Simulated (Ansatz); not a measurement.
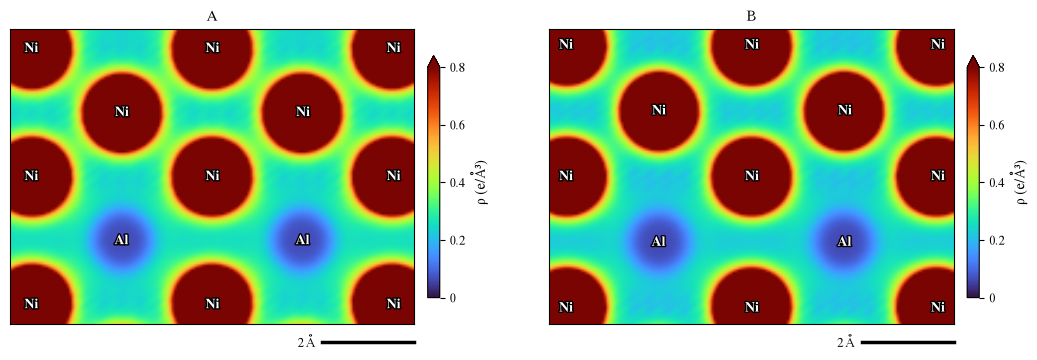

AlNi$_{3}$. The valence charge density (pseudo) of two cells that differ in size, on the (011̄) plane of each (indices in the axes of the calculation cell), at one length scale and on one colour scale; one has 10.8 and the other 11.7 Å³ an atom.

All numbers below come from Kohn-Sham DFT of a periodic cell, PBE, Ansatz PAW in Ansatz 0.2.0.

In a PAW calculation such maps are meaningful between the atoms, not at the nuclei.

> Which is the denser cell? Describe the effect of the change.

Panel A is the smaller cell, by 8 % in volume. From the larger cell to the smaller, Al–Ni goes from 2.47 to 2.41 Å, and the density at its midpoint from 0.3 to 0.33 e/Å³; Ni–Ni goes from 2.47 to 2.41 Å, and the density at its midpoint from 0.32 to 0.36 e/Å³; the pressure goes from −3.7 to 12 GPa.
